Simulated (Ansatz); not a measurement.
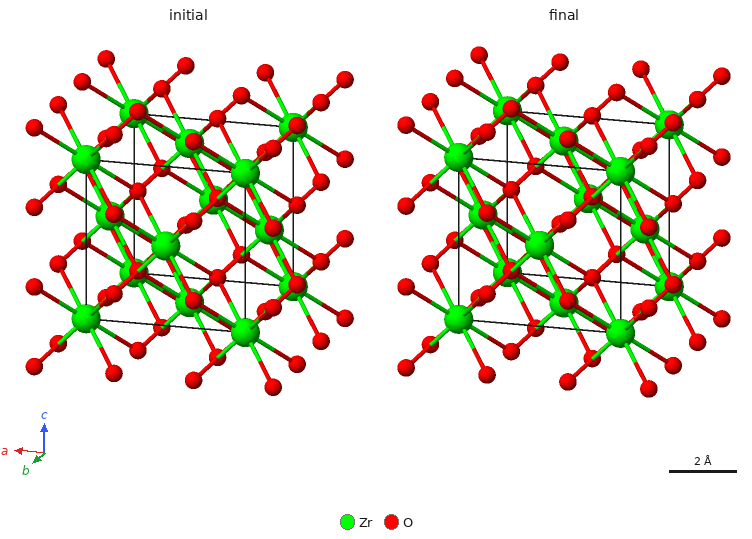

The structure of a crystal of ZrO2 (built on the cubic fluorite host type) before (left) and after (right) a relaxation, at one scale.

The picture is a ball-and-stick view of the conventional cell (4 times the calculation's cell), seen from a free direction. Lengths and directions refer to the drawn axes.

Computed with DFT, PBE, plane waves, PAW in Ansatz 0.2.0. Set-up: plane-wave cutoff 420 eV; k-point mesh 8 × 8 × 8; occupations fermi dirac; smearing width 0.02 eV; no spin polarisation; cell and atoms relaxed; force threshold 0.005 eV/Å.

> Describe what moved and what it gained.

After 4 accepted moves (6 points after the start) the energy has fallen by 62.7 meV per cell of the calculation. All forces vanish by symmetry, so only the cell relaxes. The pressure goes from 12.98 to 0.02 GPa. The SCF was repeated twice at an unchanged geometry on a basis and grid sized afresh for the cell, which shifted the energy by 8.6 meV per cell of the calculation at most. No atom moves by more than 0.005 Å relative to the cell. The volume changes by +5.1 %, with a = b = c 5.032 → 5.116 Å (+1.7 %). Some distances before and after: O–Zr 2.179 → 2.215 Å. The space group stays Fm-3m (No. 225).
